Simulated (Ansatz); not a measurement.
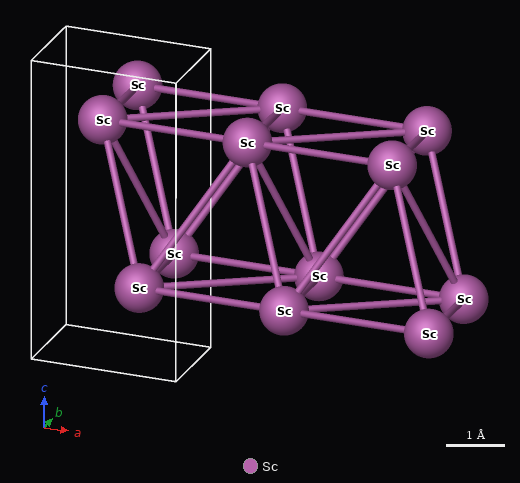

This is the input geometry for a relaxation of solid Sc (built on the hcp type) (coarse preliminary run). A ball-and-stick model of the cell of the calculation, repeated 3 × 2 × 1 with one cell outlined, seen slightly off an axis.

Theory: DFT PBE, scalar-relativistic, plane waves, PAW in Ansatz 0.2.0.

Input
```yaml
crystal:
  lattice:
    - [3.31, 0.0, 0.0]
    - [-1.655, 2.8665440865, 0.0]
    - [0.0, 0.0, 5.27614]
  atoms:
    - { symbol: Sc, position: [0.3333333333, 0.6666666667, 0.75] }
    - { symbol: Sc, position: [0.6666666667, 0.3333333333, 0.25] }
basis:
  ecutwfc: 600
  ecutrho_ratio: 5
kpoints:
  mp_grid: { grid: [8, 8, 4] }
hamiltonian:
  xc: pbe
scf:
  occupations: { method: gaussian, width: 0.05 }
output:
  forces: true
  stress: true
  eigenvalues: true
relax:
  f_tol: 0.03
  max_steps: 60
  cell: { stress_tol: 0.3 }
```

Q: Predict the outcome.

A: Over 1 accepted move (2 points after the start) the energy falls by 7.3 meV per cell of the calculation. All forces vanish by symmetry, so only the cell relaxes. The pressure goes from −0.90 to 0.18 GPa. At 1 point the geometry stayed and the basis and grid were re-selected for the new cell (energy shift of less than 0.05 meV per cell of the calculation at most each time). No atom moves by more than 0.005 Å relative to the cell. The volume changes by −2.1 %, with a = b 3.310 → 3.312 Å (+0.1 %), c 5.276 → 5.161 Å (−2.2 %). Some distances before and after: Sc1–Sc2 3.258 → 3.212 Å. The space group stays P6_3/mmc (No. 194).

History of the run:

```tsv
step	E − E(0), meV/atom	pressure, GPa	volume, Å³/atom	note
0	0.00	-0.90	25.031	
1	-3.64	0.18	24.512	
2	-3.63	0.18	24.512	same geometry, new basis
```

The structure at the end:

```
Sc
1.0
     3.31203    0.00000    0.00000
    -1.65602    2.86830    0.00000
     0.00000    0.00000    5.16057
Sc
2
Direct
  0.33333 0.66667 0.75000
  0.66667 0.33333 0.25000
```

After the run, drawn alike:

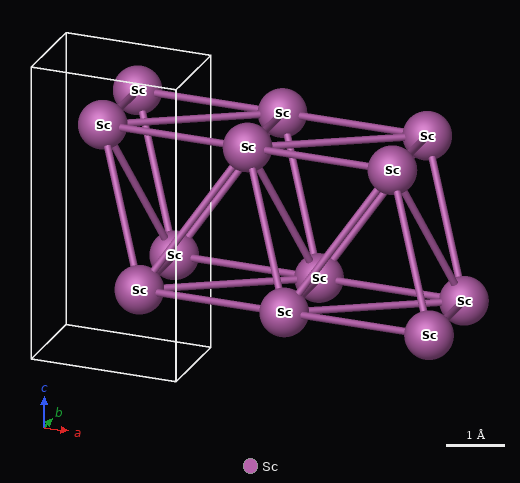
